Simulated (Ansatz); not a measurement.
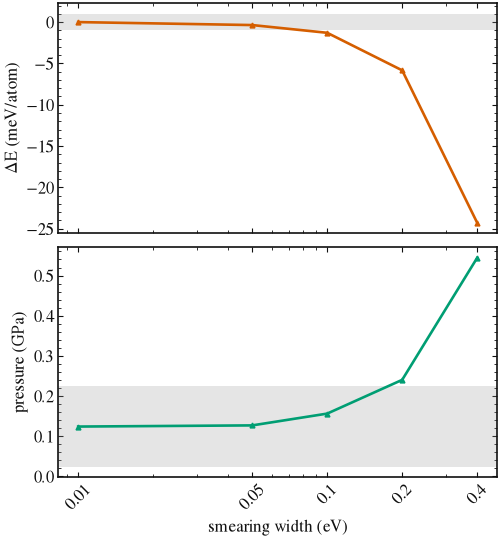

Convergence test: the smearing width is varied and all else is held.
The run: AlNi₂ (P-3m1, 6 atoms in the cell), by Ansatz 0.2.0, DFT PBEsol, scalar-relativistic, plane waves, PAW; cutoff 420 eV, 6×6×4 k-mesh, no spin polarisation, Gaussian smearing.
ΔE is the free energy less its value at the smallest setting, 0.01 eV.
Dashed lines or grey bands mark the tolerance: 1 meV/atom and 0.1 GPa.

### What is enough for the free energy to 1 meV/atom?

The free energy is within 1 meV/atom of the smallest setting's value from 0.05 eV down. It is off by −24 meV/atom at 0.4 eV, −5.8 meV/atom at 0.2 eV and −1.3 meV/atom at 0.1 eV. The free energy falls with the width because it holds the −TS term of the fractional occupations.

### And the pressure, to 0.1 GPa?

The pressure is within 0.1 GPa of the smallest setting's value from 0.1 eV down. It is 0.54 GPa at 0.4 eV, 0.24 GPa at 0.2 eV and 0.12 GPa at 0.01 eV.
